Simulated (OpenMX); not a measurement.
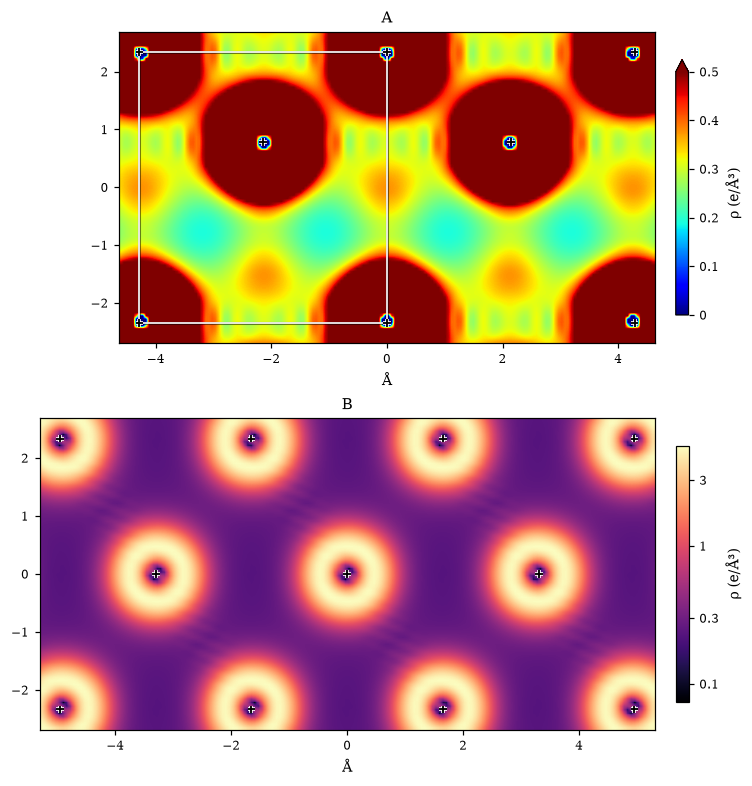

The valence electron density of 2 systems, each on a plane through atoms (crosses mark nuclei in the plane).

Method: OpenMX, Kohn-Sham DFT of a periodic cell, PBE, spin-orbit coupling, OpenMX 2013 PBE set.

System 1: Ta, the (11̄0) plane of the conventional cell. Space group Im-3m.

```
Ta
1.0
     3.30256    0.00000    0.00000
     0.00000    3.30256    0.00000
     0.00000    0.00000    3.30256
Ta
2
Direct
  0.00000 0.00000 0.00000
  0.50000 0.50000 0.50000
```

System 2: Ru, the (110) plane of the conventional cell. Space group P6₃/mmc.

```
CELL_PARAMETERS angstrom
2.70580 0.00000 0.00000
-1.35290 2.34329 0.00000
0.00000 0.00000 4.28190
ATOMIC_POSITIONS crystal
Ru 0.66667 0.33333 0.75000
Ru 0.33333 0.66667 0.25000
```

### Match each panel to its system.

Panel A is system 2, Ru: the plane holds Ru. Ru–Ru (2.65 Å): ρ is about 0.41 e/Å³ halfway. Panel B is system 1, Ta: the plane holds Ta. Ta–Ta (2.86 Å): ρ is about 0.3 e/Å³ halfway.
